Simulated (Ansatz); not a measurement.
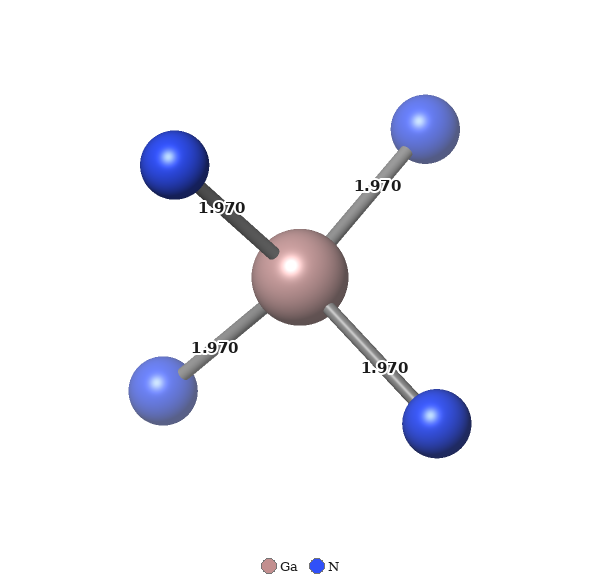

The surroundings of site Ga1 (at 0.000, 0.000, 0.000) in GaN in space group F-43m, with bond lengths in Å.

The cell is taken from the geometry relaxed with Ansatz 0.2.0, DFT PBE, scalar-relativistic, plane waves, PAW.

```
CELL_PARAMETERS angstrom
4.54848 0.00000 0.00000
0.00000 4.54848 0.00000
0.00000 0.00000 4.54848
ATOMIC_POSITIONS crystal
Ga 0.00000 0.00000 0.00000
N 0.25000 0.25000 0.25000
Ga 0.00000 0.50000 0.50000
N 0.25000 0.75000 0.75000
Ga 0.50000 0.00000 0.50000
N 0.75000 0.25000 0.75000
Ga 0.50000 0.50000 0.00000
N 0.75000 0.75000 0.25000
```

Bond valence s = exp((R0 − d)/b), R0 fitted to published crystal structures with b = 0.37 Å; R0 in Å: Ga3+–N 1.897.

Calculate the bond-valence sum of Ga1 from the bonds drawn.

Answer. 4 × 0.821 = 3.28 v.u., against a formal valence of 3: overbonded (bonds short for this ion) by 0.28.

And over the whole structure?

Answer.
| site | x, y, z | formal valence | bond-valence sum | difference |
| --- | --- | --- | --- | --- |
| Ga1 | 0.000, 0.000, 0.000 | +3 | 3.37 | 0.37 |
| N1 | 0.250, 0.250, 0.250 | −3 | 3.37 | 0.37 |

These sums include all anions within 5 Å. The global instability index (root mean square of the differences over all atoms) is 0.37 v.u.: above 0.2, which by the usual rule of thumb marks a strained structure. Cells relaxed with PBE tend to have slightly long bonds, which lowers the sums.
